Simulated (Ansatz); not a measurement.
## Geometry relaxation, with input and output: MgO (part 2 of 2)

The same run, continued: MgO (Cmcm, 4 atoms in the cell); DFT PBE, scalar-relativistic, plane waves, PAW, no spin polarisation (Ansatz 0.2.0); cutoff 420 eV, 6×6×6 k-mesh, Gaussian smearing of 0.1 eV. The structure was made by swapping elements on the sites of another compound; it need not be a known phase. It belongs to a series of runs on one base structure; here: ZrSi type (Cmcm, No. 63).

Geometry of the input (Å; fractional positions):
```
1.5430  -4.0654  0.0000
1.5430  4.0654  0.0000
0.0000  0.0000  3.0729
Mg 0.3544  0.6456  0.7500
Mg 0.6456  0.3544  0.2500
O  0.0776  0.9224  0.7500
O  0.9224  0.0776  0.2500
```

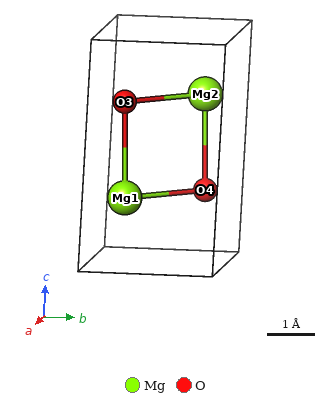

*The geometry at step 6 of the log (ball-and-stick view of the reduced cell, seen slightly off an axis; atoms are numbered from 1 in the order of the input).*

**The program's output, continued**
```
relax step  12: F+E_penalty+E_count = -4987.42238590 eV  Δ(F+E_penalty+E_count) = -3.452e-2 eV  max|allowed force component| = 1.986e-2 eV/Å  Δτ_max = 0.0000 Å  P = +0.671 GPa  Ω = 44.596 Å³  stress off target by 1.98e0 GPa  SCF on the basis re-selected at this cell (its energy is not comparable with the rows above)  (6 SCF iters)
basis re-selected at this cell: Δ(F+E_penalty+E_count) = -3.452e-2 eV, ΔP = +0.522 GPa vs the last step (what re-selecting the basis moved, of the pressure what is left beyond the Pulay correction that the steps carried, after the strain that the cell walked since its last selection, with what the two solves' SCF thresholds leave and, on support functions, any second-order correction that the steps lacked; it is no measure of the basis error at this ecutwfc). The dense FFT grid was sized anew with the basis: this SCF ran on 40×40×20 points, the steps before it on 36×36×20, so part of this shift can come from that change (see relax.cell in the input reference). This SCF's stress stands 1.98e0 GPa from its target on what of the cell is left free (relax.cell.stress_tol is 4.00e-1 GPa) and its largest allowed force component is 1.99e-2 eV/Å (relax.f_tol is 4.00e-2 eV/Å): not within both, so this SCF does not close the relaxation
Crystal: 4 atoms, lattice volume = 46.234 Å³
Basis set: ecut = 420 eV, 899 PW (Γ), exchange–correlation on 80×80×40 points (8 copies of the dense FFT grid, shifted against one another)
preconditioner: auto → none  [insulator: Δε(μ)=3.139 eV  Ē_g=14.332 eV  σ=0.100 eV  W_gap=1.00  n_scr=14 (ndim 8)  ℏωp=21.8 eV  f_vac=0.132  D(μ)=0.00/eV (n_scr^D=0)  ε∞_Penn≈3.3]
SCF 13 converged in 6 iterations: F = -4987.427363 eV  dr2 = 1.09e-7
relax step  13: F+E_penalty+E_count = -4987.42736284 eV  Δ(F+E_penalty+E_count) = -4.977e-3 eV  max|allowed force component| = 2.551e-2 eV/Å  Δτ_max = 0.0264 Å  P = +0.009 GPa  Ω = 46.234 Å³  energy of the carried Pulay correction = -6.192e-3 eV  (6 SCF iters, dr2 threshold 4.00e-7 eV, accepted)
Crystal: 4 atoms, lattice volume = 46.637 Å³
Basis set: ecut = 420 eV, 903 PW (Γ), exchange–correlation on 80×80×40 points (8 copies of the dense FFT grid, shifted against one another)
preconditioner: auto → none  [insulator: Δε(μ)=3.070 eV  Ē_g=14.267 eV  σ=0.100 eV  W_gap=1.00  n_scr=14 (ndim 8)  ℏωp=21.7 eV  f_vac=0.135  D(μ)=0.00/eV (n_scr^D=0)  ε∞_Penn≈3.3]
SCF 14 converged in 7 iterations: F = -4987.426240 eV  dr2 = 6.19e-11
relax step  14: F+E_penalty+E_count = -4987.42623951 eV  Δ(F+E_penalty+E_count) = +1.123e-3 eV  max|allowed force component| = 4.524e-3 eV/Å  Δτ_max = 0.0084 Å  P = +0.017 GPa  Ω = 46.637 Å³  energy of the carried Pulay correction = -8.008e-3 eV  (7 SCF iters, accepted)
preconditioner: auto → none  [insulator: Δε(μ)=3.035 eV  Ē_g=14.248 eV  σ=0.100 eV  W_gap=1.00  n_scr=14 (ndim 8)  ℏωp=21.7 eV  f_vac=0.132  D(μ)=0.00/eV (n_scr^D=0)  ε∞_Penn≈3.3]
SCF 15 converged in 6 iterations: F = -4987.437197 eV  dr2 = 8.76e-11
relax step  15: F+E_penalty+E_count = -4987.43719699 eV  Δ(F+E_penalty+E_count) = -1.096e-2 eV  max|allowed force component| = 2.986e-3 eV/Å  Δτ_max = 0.0000 Å  P = +0.160 GPa  Ω = 46.637 Å³  stress off target by 5.30e-1 GPa  SCF on the basis re-selected at this cell (its energy is not comparable with the rows above)  (6 SCF iters)
basis re-selected at this cell: Δ(F+E_penalty+E_count) = -1.096e-2 eV, ΔP = +0.143 GPa vs the last step (what re-selecting the basis moved, of the pressure what is left beyond the Pulay correction that the steps carried, after the strain that the cell walked since its last selection, with what the two solves' SCF thresholds leave and, on support functions, any second-order correction that the steps lacked; it is no measure of the basis error at this ecutwfc). This SCF's stress stands 5.30e-1 GPa from its target on what of the cell is left free (relax.cell.stress_tol is 4.00e-1 GPa) and its largest allowed force component is 2.99e-3 eV/Å (relax.f_tol is 4.00e-2 eV/Å): not within both, so this SCF does not close the relaxation
Crystal: 4 atoms, lattice volume = 47.454 Å³
Basis set: ecut = 420 eV, 911 PW (Γ), exchange–correlation on 80×80×40 points (8 copies of the dense FFT grid, shifted against one another)
preconditioner: auto → none  [insulator: Δε(μ)=3.078 eV  Ē_g=14.239 eV  σ=0.100 eV  W_gap=1.00  n_scr=14 (ndim 8)  ℏωp=21.6 eV  f_vac=0.152  D(μ)=0.00/eV (n_scr^D=0)  ε∞_Penn≈3.3]
SCF 16 converged in 6 iterations: F = -4987.436196 eV  dr2 = 3.28e-8
relax step  16: F+E_penalty+E_count = -4987.43619571 eV  Δ(F+E_penalty+E_count) = +1.001e-3 eV  max|allowed force component| = 1.257e-2 eV/Å  Δτ_max = 0.0144 Å  P = +0.077 GPa  Ω = 47.454 Å³  energy of the carried Pulay correction = -2.783e-3 eV  (6 SCF iters, dr2 threshold 4.00e-7 eV, accepted)
iter 1 solved again at ethr=2.81e-8 eV; its pass at ethr=3.10e-3 eV (dr2=8.98e-6 eV) is discarded
SCF iter   1: F=—  HF=-4987.439029 eV  |F-HF|=—  |Δ(HF+E_count)|=         —  Δρ=2.12e-4  dr2=2.36e-6  ethr=2.81e-8  ⟨swp⟩=3.7  Hψ=7976  notcnv=0
preconditioner: auto → none  [insulator: Δε(μ)=3.009 eV  Ē_g=14.200 eV  σ=0.100 eV  W_gap=1.00  n_scr=14 (ndim 8)  ℏωp=21.6 eV  f_vac=0.148  D(μ)=0.00/eV (n_scr^D=0)  ε∞_Penn≈3.3]
SCF iter   2: F=—  HF=-4987.439135 eV  |F-HF|=—  |Δ(HF+E_count)|=   1.06e-4  Δρ=1.04e-4  dr2=9.71e-7  ethr=7.38e-9  ⟨swp⟩=2.0  Hψ=1872  notcnv=0
SCF iter   3: F=—  HF=-4987.439164 eV  |F-HF|=—  |Δ(HF+E_count)|=   2.93e-5  Δρ=5.17e-5  dr2=2.16e-7  ethr=3.04e-9  ⟨swp⟩=2.0  Hψ=1406  notcnv=0
SCF iter   4: F=—  HF=-4987.439172 eV  |F-HF|=—  |Δ(HF+E_count)|=   8.09e-6  Δρ=3.84e-6  dr2=2.87e-9  ethr=6.75e-10  ⟨swp⟩=2.0  Hψ=1456  notcnv=0
SCF iter   5: F=-4987.439172 eV  HF=-4987.439172 eV  |F-HF|=3.85e-9  |Δ(HF+E_count)|=   2.34e-8  Δρ=1.60e-6  dr2=3.44e-10  ethr=8.00e-12  ⟨swp⟩=4.2  Hψ=3416  notcnv=0
SCF 17 converged in 5 iterations: F = -4987.439172 eV  dr2 = 3.44e-10
relax step  17: F+E_penalty+E_count = -4987.43917222 eV  Δ(F+E_penalty+E_count) = -2.977e-3 eV  max|allowed force component| = 1.265e-2 eV/Å  Δτ_max = 0.0000 Å  P = +0.110 GPa  Ω = 47.454 Å³  stress off target by 3.85e-1 GPa  SCF on the basis re-selected at this cell (its energy is not comparable with the rows above)  (5 SCF iters)
basis re-selected at this cell: Δ(F+E_penalty+E_count) = -2.977e-3 eV, ΔP = +0.033 GPa vs the last step (what re-selecting the basis moved, of the pressure what is left beyond the Pulay correction that the steps carried, after the strain that the cell walked since its last selection, with what the two solves' SCF thresholds leave and, on support functions, any second-order correction that the steps lacked; it is no measure of the basis error at this ecutwfc). This SCF's stress stands 3.85e-1 GPa from its target on what of the cell is left free (relax.cell.stress_tol is 4.00e-1 GPa) and its largest allowed force component is 1.26e-2 eV/Å (relax.f_tol is 4.00e-2 eV/Å): within both
SCF converged after 5 iterations
Free energy (F): -4987.439172 eV
Harris-Foulkes:  -4987.439172 eV  (|F-HF|=3.85e-9)
Internal energy: -4987.439172 eV  (E = F + TS)
E sigma→0 (E₀):  -4987.439172 eV
Fermi energy:    6.780696 eV
--- Per-component energies (eV) ---
  E_band       = -673.517315
  E_kinetic    = 508.421185
  E_local      = -4082.182911  (includes V_loc(G=0)·N_el)
  E_nonlocal   = 285.714062
  E_hartree    = 1503.903395
  E_xc         = -209.259024
  E_vxc        = -268.017897  (∫ρ·V_xc dr)
  E_paw        = -900.071661  (= ΣΔE_a)
  E_vpaw       = -125.263297  (= ΣTr[D̂ρ^β])
  E_aug_tail   = 0.004969  (compensation charges beyond the density's cutoff)
  E_ewald      = -2093.969188
  E_smearing   = -0.000000  (= −TS)
  E_closure    = -0.000000  (closes the sum)
  Σ components = -4987.439172   (vs F -4987.439172, Δ=0.00e0)
--- Forces (eV/Å), atoms counted from 1 ---
  atom   1  Mg     0.00000000    -0.01264525     0.00000000
  atom   2  Mg     0.00000000     0.01264525     0.00000000
  atom   3  O      0.00000000     0.00338340     0.00000000
  atom   4  O      0.00000000    -0.00338340     0.00000000
  max |Σ_I F_I| component: 0.00e0 eV/Å
--- Stress (GPa, compression-positive) ---
        0.136403       0.000000       0.000000
        0.000000       0.384984       0.000000
        0.000000       0.000000      -0.190729
  P = ⅓ Tr σ = 0.1102 GPa (1.102 kbar)
--- Band table (eV; the first three rows and the last of 52) ---
  k-point 0: bands = ["-67.1718", "-67.1656", "-34.0262", "-33.9845", "-33.8722", "-33.8715", "-33.8582", "-33.8568", "-11.3706", "-10.5566", "1.9866", "4.5850", "4.7257", "4.9298", "5.1970", "5.2329", "8.2845", "14.0391", "14.6827", "15.9756"]
  k-point 1: bands = ["-67.1704", "-67.1650", "-34.0227", "-33.9868", "-33.8842", "-33.8718", "-33.8694", "-33.8573", "-11.1830", "-10.4576", "2.2256", "3.5386", "4.1298", "4.7667", "5.0808", "5.2086", "9.1855", "14.5387", "14.7963", "16.3784"]
  k-point 2: bands = ["-67.1673", "-67.1642", "-34.0144", "-33.9943", "-33.9083", "-33.9018", "-33.8633", "-33.8563", "-10.7378", "-10.2910", "2.1087", "2.2030", "3.3116", "4.8538", "4.8752", "5.1332", "10.7799", "14.3664", "14.8101", "15.6641"]
  k-point 51: bands = ["-67.1648", "-67.1648", "-34.0049", "-34.0049", "-33.9177", "-33.9177", "-33.8580", "-33.8580", "-10.3473", "-10.3473", "1.3954", "1.3954", "4.4903", "4.4903", "5.0129", "5.0129", "11.8745", "11.8745", "15.8292", "15.8292"]
--- Relaxed structure (13 steps of the walk, 13 accepted, 4 SCFs on fresh bases) ---
  F+E_penalty+E_count = -4987.43917222 eV   max|allowed force component| = 1.265e-2 eV/Å   (the final SCF, on the basis selected at the relaxed cell)
  cell:  # Å, volume = 47.4542 Å³
    - [1.443909824746497, -5.636301093258366, 0.0]
    - [1.443909824746497, 5.636301093258366, 0.0]
    - [0.0, 0.0, 2.9154815168992805]
  atoms:
    - { symbol: Mg, position: [0.34445110503366594, 0.655548894966334, 0.75] }
    - { symbol: Mg, position: [0.655548894966334, 0.34445110503366594, 0.25] }
    - { symbol: O, position: [0.1512867309394258, 0.8487132690605742, 0.75] }
    - { symbol: O, position: [0.8487132690605742, 0.1512867309394258, 0.25] }
```

**Trajectory as extended XYZ (Å, eV, eV/Å), 17 frames, from step=1 to step=17**
```
4
Lattice="1.5430 -4.0654 0.0000 1.5430 4.0654 0.0000 0.0000 0.0000 3.0729" Properties=species:S:1:pos:R:3:forces:R:3 step=1 energy=-4982.46918 pressure_GPa=18.02
Mg    1.5430    1.1838    2.3047    0.0000  -1.5411   0.0000
Mg    1.5430   -1.1838    0.7682    0.0000   1.5411   0.0000
O     1.5430    3.4344    2.3047    0.0000  -8.6741   0.0000
O     1.5430   -3.4344    0.7682    0.0000   8.6741   0.0000
4
Lattice="1.4959 -4.1441 0.0000 1.4959 4.1441 0.0000 0.0000 0.0000 3.2147" Properties=species:S:1:pos:R:3:forces:R:3 step=2 energy=-4985.66196 pressure_GPa=-1.33
Mg    1.4959    1.1333    2.4110    0.0000  -0.6861   0.0000
Mg    1.4959   -1.1333    0.8037    0.0000   0.6861   0.0000
O     1.4959    3.3022    2.4110    0.0000  -3.9539   0.0000
O     1.4959   -3.3022    0.8037    0.0000   3.9539   0.0000
4
Lattice="1.4214 -4.2505 0.0000 1.4214 4.2505 0.0000 0.0000 0.0000 3.1541" Properties=species:S:1:pos:R:3:forces:R:3 step=3 energy=-4986.83143 pressure_GPa=2.86
Mg    1.4214    1.1110    2.3656    0.0000   0.2342   0.0000
Mg    1.4214   -1.1110    0.7885    0.0000  -0.2342   0.0000
O     1.4214    3.2011    2.3656    0.0000  -0.8409   0.0000
O     1.4214   -3.2011    0.7885    0.0000   0.8409   0.0000
4
Lattice="1.4069 -4.4487 0.0000 1.4069 4.4487 0.0000 0.0000 0.0000 3.0713" Properties=species:S:1:pos:R:3:forces:R:3 step=4 energy=-4987.05833 pressure_GPa=4.46
Mg    1.4069    1.1819    2.3035    0.0000   0.4047   0.0000
Mg    1.4069   -1.1819    0.7678    0.0000  -0.4047   0.0000
O     1.4069    3.2693    2.3035    0.0000   0.1150   0.0000
O     1.4069   -3.2693    0.7678    0.0000  -0.1150   0.0000
4
Lattice="1.4218 -4.6520 0.0000 1.4218 4.6520 0.0000 0.0000 0.0000 2.9906" Properties=species:S:1:pos:R:3:forces:R:3 step=5 energy=-4987.18456 pressure_GPa=3.05
Mg    1.4218    1.2868    2.2429    0.0000   0.1095   0.0000
Mg    1.4218   -1.2868    0.7476    0.0000  -0.1095   0.0000
O     1.4218    3.3997    2.2429    0.0000  -0.0611   0.0000
O     1.4218   -3.3997    0.7476    0.0000   0.0611   0.0000
4
Lattice="1.4325 -4.8552 0.0000 1.4325 4.8552 0.0000 0.0000 0.0000 2.9773" Properties=species:S:1:pos:R:3:forces:R:3 step=6 energy=-4987.20670 pressure_GPa=-1.34
Mg    1.4325    1.3868    2.2330    0.0000  -0.0280   0.0000
Mg    1.4325   -1.3868    0.7443    0.0000   0.0280   0.0000
O     1.4325    3.5129    2.2330    0.0000  -0.0281   0.0000
O     1.4325   -3.5129    0.7443    0.0000   0.0281   0.0000
4
Lattice="1.4326 -4.8128 0.0000 1.4326 4.8128 0.0000 0.0000 0.0000 2.9682" Properties=species:S:1:pos:R:3:forces:R:3 step=7 energy=-4987.21130 pressure_GPa=0.05
Mg    1.4326    1.3655    2.2261    0.0000   0.0137   0.0000
Mg    1.4326   -1.3655    0.7420    0.0000  -0.0137   0.0000
O     1.4326    3.4867    2.2261    0.0000   0.0046   0.0000
O     1.4326   -3.4867    0.7420    0.0000  -0.0046   0.0000
4
Lattice="1.4326 -4.8128 0.0000 1.4326 4.8128 0.0000 0.0000 0.0000 2.9682" Properties=species:S:1:pos:R:3:forces:R:3 step=8 energy=-4987.31965 pressure_GPa=2.84
Mg    1.4326    1.3655    2.2261    0.0000   0.0270   0.0000
Mg    1.4326   -1.3655    0.7420    0.0000  -0.0270   0.0000
O     1.4326    3.4867    2.2261    0.0000  -0.0024   0.0000
O     1.4326   -3.4867    0.7420    0.0000   0.0024   0.0000
4
Lattice="1.4341 -5.0012 0.0000 1.4341 5.0012 0.0000 0.0000 0.0000 2.9469" Properties=species:S:1:pos:R:3:forces:R:3 step=9 energy=-4987.37007 pressure_GPa=1.74
Mg    1.4341    1.4436    2.2102    0.0000   0.0727   0.0000
Mg    1.4341   -1.4436    0.7367    0.0000  -0.0727   0.0000
O     1.4341    3.5948    2.2102    0.0000   0.0092   0.0000
O     1.4341   -3.5948    0.7367    0.0000  -0.0092   0.0000
4
Lattice="1.4390 -5.2044 0.0000 1.4390 5.2044 0.0000 0.0000 0.0000 2.9366" Properties=species:S:1:pos:R:3:forces:R:3 step=10 energy=-4987.38934 pressure_GPa=0.50
Mg    1.4390    1.5460    2.2024    0.0000  -0.0100   0.0000
Mg    1.4390   -1.5460    0.7341    0.0000   0.0100   0.0000
O     1.4390    3.7026    2.2024    0.0000   0.0103   0.0000
O     1.4390   -3.7026    0.7341    0.0000  -0.0103   0.0000
4
Lattice="1.4421 -5.2811 0.0000 1.4421 5.2811 0.0000 0.0000 0.0000 2.9278" Properties=species:S:1:pos:R:3:forces:R:3 step=11 energy=-4987.38786 pressure_GPa=0.15
Mg    1.4421    1.5830    2.1959    0.0000  -0.0195   0.0000
Mg    1.4421   -1.5830    0.7320    0.0000   0.0195   0.0000
O     1.4421    3.7442    2.1959    0.0000  -0.0004   0.0000
O     1.4421   -3.7442    0.7320    0.0000   0.0004   0.0000
4
Lattice="1.4421 -5.2811 0.0000 1.4421 5.2811 0.0000 0.0000 0.0000 2.9278" Properties=species:S:1:pos:R:3:forces:R:3 step=12 energy=-4987.42239 pressure_GPa=0.67
Mg    1.4421    1.5830    2.1959    0.0000  -0.0199   0.0000
Mg    1.4421   -1.5830    0.7320    0.0000   0.0199   0.0000
O     1.4421    3.7442    2.1959    0.0000   0.0066   0.0000
O     1.4421   -3.7442    0.7320    0.0000  -0.0066   0.0000
4
Lattice="1.4423 -5.4844 0.0000 1.4423 5.4844 0.0000 0.0000 0.0000 2.9223" Properties=species:S:1:pos:R:3:forces:R:3 step=13 energy=-4987.42736 pressure_GPa=0.01
Mg    1.4423    1.6753    2.1918    0.0000   0.0255   0.0000
Mg    1.4423   -1.6753    0.7306    0.0000  -0.0255   0.0000
O     1.4423    3.8527    2.1918    0.0000   0.0149   0.0000
O     1.4423   -3.8527    0.7306    0.0000  -0.0149   0.0000
4
Lattice="1.4441 -5.5377 0.0000 1.4441 5.5377 0.0000 0.0000 0.0000 2.9160" Properties=species:S:1:pos:R:3:forces:R:3 step=14 energy=-4987.42624 pressure_GPa=0.02
Mg    1.4441    1.7031    2.1870    0.0000   0.0021   0.0000
Mg    1.4441   -1.7031    0.7290    0.0000  -0.0021   0.0000
O     1.4441    3.8815    2.1870    0.0000  -0.0045   0.0000
O     1.4441   -3.8815    0.7290    0.0000   0.0045   0.0000
4
Lattice="1.4441 -5.5377 0.0000 1.4441 5.5377 0.0000 0.0000 0.0000 2.9160" Properties=species:S:1:pos:R:3:forces:R:3 step=15 energy=-4987.43720 pressure_GPa=0.16
Mg    1.4441    1.7031    2.1870    0.0000   0.0014   0.0000
Mg    1.4441   -1.7031    0.7290    0.0000  -0.0014   0.0000
O     1.4441    3.8815    2.1870    0.0000  -0.0030   0.0000
O     1.4441   -3.8815    0.7290    0.0000   0.0030   0.0000
4
Lattice="1.4439 -5.6363 0.0000 1.4439 5.6363 0.0000 0.0000 0.0000 2.9155" Properties=species:S:1:pos:R:3:forces:R:3 step=16 energy=-4987.43620 pressure_GPa=0.08
Mg    1.4439    1.7534    2.1866    0.0000  -0.0126   0.0000
Mg    1.4439   -1.7534    0.7289    0.0000   0.0126   0.0000
O     1.4439    3.9309    2.1866    0.0000   0.0028   0.0000
O     1.4439   -3.9309    0.7289    0.0000  -0.0028   0.0000
4
Lattice="1.4439 -5.6363 0.0000 1.4439 5.6363 0.0000 0.0000 0.0000 2.9155" Properties=species:S:1:pos:R:3:forces:R:3 step=17 energy=-4987.43917 pressure_GPa=0.11
Mg    1.4439    1.7534    2.1866    0.0000  -0.0126   0.0000
Mg    1.4439   -1.7534    0.7289    0.0000   0.0126   0.0000
O     1.4439    3.9309    2.1866    0.0000   0.0034   0.0000
O     1.4439   -3.9309    0.7289    0.0000  -0.0034   0.0000
```

**Key numbers**

```json
{"quantity": "outcome", "value": "converged"}
{"quantity": "space group (tolerance 0.01 Å)", "value": "Cmcm (63)"}
{"quantity": "electrons treated", "value": "32"}
{"quantity": "free energy", "value": "−4987.4392 eV"}
{"quantity": "Fermi energy", "value": "6.781 eV"}
{"quantity": "gap on the k-point mesh", "value": "3.01 eV"}
{"quantity": "pressure", "value": "0.11 GPa"}
{"quantity": "final volume", "value": "47.45 Å³"}
{"quantity": "largest force (length of the vector) at the end", "value": "0.013 eV/Å"}
{"quantity": "final cell", "value": "a = 5.818 Å, b = 5.818 Å, c = 2.915 Å, α = 90.00°, β = 90.00°, γ = 151.26°"}
{"quantity": "hardware", "value": "1 thread of Intel Xeon @ 2.50GHz (Skylake/Cascade Lake), 192 GiB of memory available, shared host"}
{"quantity": "wall time", "value": "67 s"}
{"quantity": "peak memory", "value": "0.42 GiB"}
```
